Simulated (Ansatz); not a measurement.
**Run report: MgO, single-point calculation (part 1 of 2)**

- system: MgO (slab, 32 atoms in the cell)
- method: DFT PBE+D3(BJ), scalar-relativistic, plane waves, PAW, no spin polarisation (Ansatz 0.2.0)

The structure derives from an entry of the Crystallography Open Database. It belongs to a series of runs on one base structure; here: the slab at its places in the relaxed adsorbed structure. Figures and captions count atoms from 1; the log counts them from 0 in places.

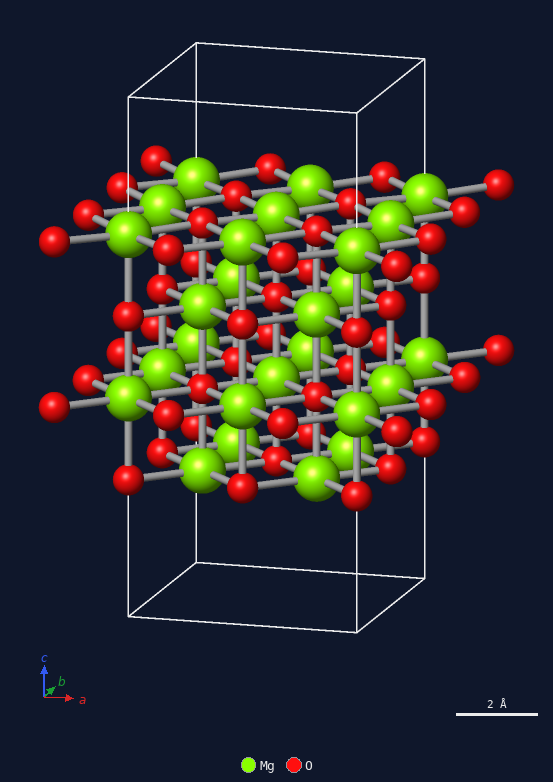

*The structure as given in the input (ball-and-stick view of the cell of the calculation, with the vacuum cut short, seen slightly off an axis; bonded neighbours outside the cell are drawn too). An atom can appear more than once, as a periodic image.*

Near neighbours in the periodic cell (some may lie outside the picture): Mg has 5 O at 2.09 to 2.11 Å; O has 5 Mg at 2.10 to 2.15 Å; Mg has 6 O at 2.10 to 2.15 Å; O has 6 Mg at 2.09 to 2.11 Å.

## The input
```yaml
crystal:
  lattice:
    - [5.9506164682, 0.0, 0.0]
    - [0.0, 5.9506164682, 0.0]
    - [0.0, 0.0, 26.6752818854]
  atoms:
    - { symbol: Mg, position: [0.25, 0.25, 0.2999031101] }
    - { symbol: Mg, position: [0.25, 0.75, 0.2999031101] }
    - { symbol: Mg, position: [0.75, 0.25, 0.2999031101] }
    - { symbol: Mg, position: [0.75, 0.75, 0.2999031101] }
    - { symbol: O, position: [0.5, 0.5, 0.2999031101] }
    - { symbol: O, position: [0.5, 0.0, 0.2999031101] }
    - { symbol: O, position: [0.0, 0.5, 0.2999031101] }
    - { symbol: O, position: [0.0, 0.0, 0.2999031101] }
    - { symbol: Mg, position: [0.5, 0.5, 0.3787724033] }
    - { symbol: Mg, position: [0.5, 0.0, 0.3787724033] }
    - { symbol: Mg, position: [0.0, 0.5, 0.3787724033] }
    - { symbol: Mg, position: [0.0, 0.0, 0.3787724033] }
    - { symbol: O, position: [0.75, 0.75, 0.3787724033] }
    - { symbol: O, position: [0.75, 0.25, 0.3787724033] }
    - { symbol: O, position: [0.25, 0.75, 0.3787724033] }
    - { symbol: O, position: [0.25, 0.25, 0.3787724033] }
    - { symbol: Mg, position: [0.749724233, 0.7500637411, 0.4579656941] }
    - { symbol: Mg, position: [0.749933579, 0.2500494066, 0.4580329329] }
    - { symbol: Mg, position: [0.2501096335, 0.750031672, 0.4580394028] }
    - { symbol: Mg, position: [0.2501289909, 0.2500423478, 0.45793382] }
    - { symbol: O, position: [-9.36385e-05, -4.2062e-05, 0.4577330512] }
    - { symbol: O, position: [-0.0001043628, 0.5001319057, 0.4577282721] }
    - { symbol: O, position: [0.5000406931, 2.37687e-05, 0.4578319002] }
    - { symbol: O, position: [0.5000519727, 0.5000705469, 0.4578357945] }
    - { symbol: Mg, position: [0.0007361223, 0.0005620682, 0.5362300525] }
    - { symbol: Mg, position: [0.0007258234, 0.4995674916, 0.5362130537] }
    - { symbol: Mg, position: [0.4992506681, 0.0010520101, 0.5366153763] }
    - { symbol: Mg, position: [0.4993160948, 0.4991546424, 0.5366365375] }
    - { symbol: O, position: [0.2498191091, 0.2500782245, 0.5382151622] }
    - { symbol: O, position: [0.2493150015, 0.7500079972, 0.5380100281] }
    - { symbol: O, position: [0.7508054256, 0.2501369248, 0.5380443888] }
    - { symbol: O, position: [0.7501610446, 0.7501279219, 0.5383926962] }
basis:
  ecutwfc: 420
kpoints:
  mp_grid: { grid: [3, 3, 1] }
hamiltonian:
  xc: pbe
  dispersion: d3bj
scf:
  occupations: { method: gaussian, width: 0.05 }
output:
  forces: true
  eigenvalues: true
  write_density: true
  volumetric_format: npy
efield:
  axis: 3
  dipole_correction: true
  ramp_width: 0.04
```

Run on 4 threads of Intel Xeon @ 2.50GHz (Skylake/Cascade Lake), 189 GiB of memory available, shared host.

Launch command:
```bash
ansatz run input.yaml --threads 4 --pin off --max-ram 10240MiB --backend cpu --events-out ev --progress --plain --runs-dir out
```

## What the program printed
```
Engine: ansatz 0.2.0, x86_64-unknown-linux-gnu
Pseudopotentials: kind: paw
Pseudopotential: Mg, paw, valence charge 10, recommended cutoff 420 eV (normal), Mg.paw.azcp
Pseudopotential: O, paw, valence charge 6, recommended cutoff 420 eV (normal), O.paw.azcp
Functional definition: PBE
  parameter kappa = 0.804
  parameter beta = 0.06672455060314922
  exchange = pbe_x(kappa = kappa, mu = beta*pi^2/3)
  correlation = pbe_c(beta = beta)
Crystal: 32 atoms, lattice volume = 944.567 Å³
Basis set: ecut = 420 eV, 18401 PW (Γ), exchange–correlation on 80×80×360 points (8 copies of the dense FFT grid, shifted against one another)
Bands: 160, of which v1, the nominal top of the filled ones, is band 128 counted from 1 (127 counted from 0)
Symmetry: 1 space group operations
Space group: P1 (ITA 1), of the structure as read, at distance tolerance 9.8e-5 Å
k-points: 5 of 9 (time reversal used)
Non-local potential: Mg, projectors of the file, l = 0: 3, l = 1: 2, l = 2: 1
Non-local potential: O, projectors of the file, l = 0: 2, l = 1: 2, l = 2: 1
PAW form: soft (Blöchl's): semilocal exchange-correlation on the pseudo side does not see the compensation charge
PAW one-centre angular grid: Mg, 110 points (default); XC on 64 Gauss nodes
PAW one-centre angular grid: O, 110 points (default); XC on 64 Gauss nodes
Initial density: superposition of atomic densities (neutral atoms: chi_scale 0, normalization atom), corrected by the library's trained network
Initial wavefunctions: pseudopotential atomic-orbital guess
Functional: x = pbe(κ = 0.804, μ = 0.2195149727645171), c = pbe(β = 0.06672455060314922)
SCF iter   1: F=—  HF=-39909.408588 eV  |F-HF|=—  |Δ(HF+E_count)|=         —  Δρ=1.01e-3  dr2=1.95e-2  ethr=1.77e-3  p=-0.061 e·Å  D=-1.17e-2 V/Å  ΔV_dip=0.31 eV  dr2_dipole=3.38e-4  V_vac-E_F(+/−)=3.71/3.39 eV  ⟨swp⟩=8.0  Hψ=3427  notcnv=0  defer=36
efield: sawtooth ramp at fractional position 0.8991 (placed from the atoms, in the widest stretch of the axis that holds none; the zero of the levels goes with the place), width 0.0400; the density the first Hamiltonian is built on has a dipole p = -0.061 e·Å; the dipole correction subtracts the counter field D = -1.17e-2 V/Å, which shifts the + side's vacuum level by +0.31 eV against the − side's; the planar-averaged density in the ramp window peaks in size at 4.6e-6 e/Å³
preconditioner: auto → Resta (q_TF=auto, 2.195 Å⁻¹)  ε∞=2.1  [insulator: Δε(μ)=3.485 eV  Ē_g=12.995 eV  σ=0.050 eV  W_gap=1.00  n_scr=158 (ndim 8)  ℏωp=13.7 eV  f_vac=0.643  D(μ)=0.00/eV (n_scr^D=0)  ε∞_Penn≈2.1  vacuum switching on, ρ_ref=1.2e-2 e/Å³]
SCF iter   2: F=—  HF=-39909.410829 eV  |F-HF|=—  |Δ(HF+E_count)|=   2.24e-3  Δρ=6.31e-4  dr2=2.97e-3  ethr=7.60e-6  p=-0.077 e·Å  D=-1.48e-2 V/Å  ΔV_dip=0.39 eV  dr2_dipole=1.18e-5  V_vac-E_F(+/−)=3.63/3.24 eV  ⟨swp⟩=3.8  Hψ=1933  notcnv=0  defer=124
SCF iter   3: F=—  HF=-39909.411899 eV  |F-HF|=—  |Δ(HF+E_count)|=   1.07e-3  Δρ=3.04e-4  dr2=7.71e-4  ethr=1.16e-6  p=-0.081 e·Å  D=-1.56e-2 V/Å  ΔV_dip=0.42 eV  dr2_dipole=7.22e-7  V_vac-E_F(+/−)=3.58/3.17 eV  ⟨swp⟩=2.0  Hψ=1010  notcnv=0  defer=124
SCF iter   4: F=—  HF=-39909.412115 eV  |F-HF|=—  |Δ(HF+E_count)|=   2.16e-4  Δρ=1.03e-4  dr2=7.18e-5  ethr=3.01e-7  p=-0.083 e·Å  D=-1.59e-2 V/Å  ΔV_dip=0.42 eV  dr2_dipole=2.97e-7  V_vac-E_F(+/−)=3.56/3.14 eV  ⟨swp⟩=2.2  Hψ=997  notcnv=0  defer=124
SCF iter   5: F=—  HF=-39909.412823 eV  |F-HF|=—  |Δ(HF+E_count)|=   7.08e-4  Δρ=2.08e-5  dr2=3.23e-6  ethr=2.80e-8  p=-0.084 e·Å  D=-1.61e-2 V/Å  ΔV_dip=0.43 eV  dr2_dipole=9.40e-8  V_vac-E_F(+/−)=3.55/3.12 eV  ⟨swp⟩=2.6  Hψ=1520  notcnv=0  defer=125
SCF iter   6: F=—  HF=-39909.412823 eV  |F-HF|=—  |Δ(HF+E_count)|=   4.51e-7  Δρ=8.84e-6  dr2=4.33e-7  ethr=1.26e-9  p=-0.084 e·Å  D=-1.61e-2 V/Å  ΔV_dip=0.43 eV  dr2_dipole=5.22e-10  V_vac-E_F(+/−)=3.55/3.12 eV  ⟨swp⟩=3.0  Hψ=1048  notcnv=0  defer=125
SCF iter   7: F=—  HF=-39909.412825 eV  |F-HF|=—  |Δ(HF+E_count)|=   1.82e-6  Δρ=5.66e-6  dr2=2.45e-7  ethr=3.91e-11  p=-0.084 e·Å  D=-1.61e-2 V/Å  ΔV_dip=0.43 eV  dr2_dipole=4.84e-9  V_vac-E_F(+/−)=3.55/3.12 eV  ⟨swp⟩=37.2  Hψ=5621  notcnv=0
SCF iter   8: F=-39909.412825 eV  HF=-39909.412825 eV  |F-HF|=1.61e-9  |Δ(HF+E_count)|=   1.51e-8  Δρ=1.22e-6  dr2=9.69e-9  ethr=3.91e-11  p=-0.084 e·Å  D=-1.61e-2 V/Å  ΔV_dip=0.43 eV  dr2_dipole=2.63e-10  V_vac-E_F(+/−)=3.55/3.12 eV  ⟨swp⟩=34.0  Hψ=3916  notcnv=0
SCF 1 converged in 8 iterations: F = -39909.412825 eV  dr2 = 9.69e-9
  greatest PAW one-centre occupation: 1.000 electrons in one spin orbital (limit 2), on the Mg atom at site 10 (counted from 0), in its partial waves of l = 0
SCF converged after 8 iterations
Free energy (F): -39909.412825 eV
Harris-Foulkes:  -39909.412825 eV  (|F-HF|=1.61e-9)
Internal energy: -39909.412825 eV  (E = F + TS)
E sigma→0 (E₀):  -39909.412825 eV
Fermi energy:    0.833564 eV
Dipole field:    D = -0.016093 V/Å  (p = -0.084007 e·Å, saw-weighted, corrected)
Work function:   Φ+ = 3.5506 eV   Φ− = 3.1213 eV
Levels:          The Fermi level and band energies are counted from a zero that moves with the ramp; work functions are not
--- Per-component energies (eV) ---
  E_band       = -6976.530239
  E_kinetic    = 4071.024656
  E_local      = -381372.538619  (includes V_loc(G=0)·N_el)
  E_nonlocal   = 2284.701044
  E_hartree    = 185595.983004
  E_xc         = -1675.996477
  E_vxc        = -2146.883415  (∫ρ·V_xc dr)
  E_paw        = -7201.869187  (= ΣΔE_a)
  E_vpaw       = -1004.760393  (= ΣTr[D̂ρ^β])
  E_aug_tail   = 0.039975  (compensation charges beyond the density's cutoff)
  E_efield     = 0.000676  (sawtooth field / dipole correction)
  E_vefield    = -0.079018  (∫n·V_field dr)
  E_ewald      = 158396.273445
  E_disp       = -7.031342  (pairwise vdW)
  E_smearing   = -0.000000  (= −TS)
  E_closure    = 0.000000  (closes the sum)
  Σ components = -39909.412825   (vs F -39909.412825, Δ=0.00e0)
--- Forces (eV/Å), atoms counted from 1 ---
  atom   1  Mg     0.00013924     0.00001382     0.40704860
  atom   2  Mg     0.00018046     0.00001383     0.40877034
  atom   3  Mg    -0.00014527     0.00000766     0.40878188
  atom   4  Mg    -0.00020499     0.00002328     0.40837585
  atom   5  O     -0.00027459    -0.00028570    -0.53437803
  atom   6  O     -0.00028665     0.00033238    -0.53439472
  atom   7  O      0.00025020    -0.00020400    -0.53421735
  atom   8  O      0.00026264     0.00025201    -0.53420899
  atom   9  Mg     0.00131236     0.00125010     0.07001480
  atom  10  Mg     0.00110895    -0.00038402     0.06941820
  atom  11  Mg    -0.00174668     0.00260936     0.06910792
  atom  12  Mg    -0.00155257    -0.00177068     0.06924839
  atom  13  O     -0.00486840     0.00077239     0.05225252
  atom  14  O     -0.00326551     0.00035377     0.05451590
  atom  15  O      0.00403478     0.00051719     0.05529238
  atom  16  O      0.00300023     0.00050763     0.05396932
  atom  17  Mg     0.00213838    -0.00099572     0.04647322
  atom  18  Mg    -0.00206161     0.00040937    -0.01708073
  atom  19  Mg     0.00166178    -0.00025384    -0.01990880
  atom  20  Mg     0.00099333     0.00055935    -0.02749357
  atom  21  O      0.01615629     0.01572198    -0.00378616
  atom  22  O      0.01656723    -0.01585234    -0.00387869
  atom  23  O     -0.01466943     0.01415249    -0.00528016
  atom  24  O     -0.01490561    -0.01421382    -0.00605564
  atom  25  Mg    -0.08398200    -0.06724600     0.00434114
  atom  26  Mg    -0.08268106     0.06793309     0.00689091
  atom  27  Mg     0.08501885    -0.09775674    -0.07166487
  atom  28  Mg     0.08189316     0.09595127    -0.07523927
  atom  29  O      0.03096507    -0.00188749     0.04392484
  atom  30  O      0.05050229     0.00376717     0.06879764
  atom  31  O     -0.05320704    -0.00306547     0.06311853
  atom  32  O     -0.03233382    -0.00123209     0.00747906
  max |Σ_I F_I| component: 2.34e-4 eV/Å
--- Band table (eV; the first three rows and the last of 5) ---
  k-point 0: bands = ["-73.6582", "-73.6556", "-73.6549", "-73.6524", "-73.4787", "-73.4758", "-73.4412", "-73.4380", "-73.1255", "-73.1053", "-73.1028", "-73.1009", "-73.0687", "-73.0659", "-73.0641", "-73.0612", "-40.4896", "-40.4861", "-40.4853", "-40.4816", "-40.4057", "-40.4057", "-40.3963", "-40.3963", "-40.3607", "-40.3607", "-40.3551", "-40.3551", "-40.3106", "-40.3065", "-40.2725", "-40.2681", "-40.2242", "-40.2161", "-40.2070", "-40.1858", "-40.1806", "-40.1582", "-40.1519", "-40.1426",
      "-39.9075", "-39.9075", "-39.8927", "-39.8911", "-39.8910", "-39.8772", "-39.8757", "-39.8629", "-39.8556", "-39.8555", "-39.8450", "-39.8448", "-39.8444", "-39.8435", "-39.8428", "-39.8404", "-39.8249", "-39.8247", "-39.8210", "-39.8207", "-39.8090", "-39.8083", "-39.8038", "-39.8032", "-17.8733", "-17.3362", "-16.8355", "-16.8347", "-16.7984", "-16.7939", "-16.7648", "-16.5415", "-16.5242", "-16.5018", "-16.4957", "-16.4957", "-16.2791", "-16.2737", "-16.2015", "-15.9747",
      "-5.1073", "-5.1050", "-5.0548", "-5.0546", "-4.6229", "-4.6229", "-4.5154", "-4.4240", "-4.4232", "-4.2836", "-4.2836", "-3.9371", "-3.9370", "-3.5298", "-3.0769", "-3.0769", "-2.4271", "-2.4191", "-2.4191", "-2.3935", "-2.3834", "-2.2719", "-2.2713", "-2.2019", "-2.2002", "-1.9980", "-1.9980", "-1.5952", "-1.5909", "-1.5907", "-1.5756", "-1.5755", "-1.5021", "-1.5007", "-1.4656", "-1.4629", "-1.4629", "-1.4552", "-1.3929", "-1.3546",
      "-1.2782", "-1.2781", "-1.1108", "-1.1104", "-1.0539", "-1.0537", "-0.8517", "-0.8516", "2.5183", "2.9710", "4.0855", "4.6086", "4.7481", "5.6345", "5.6346", "5.7360", "5.8122", "6.0751", "6.0761", "6.7515", "6.7515", "7.0662", "7.0664", "7.1035", "7.3770", "7.5029", "7.7929", "7.8179", "7.8219", "7.9120", "7.9128", "8.3491", "8.3492", "8.3654", "8.3654", "8.5700", "8.6995", "8.7007", "8.7071", "8.7074"]
```
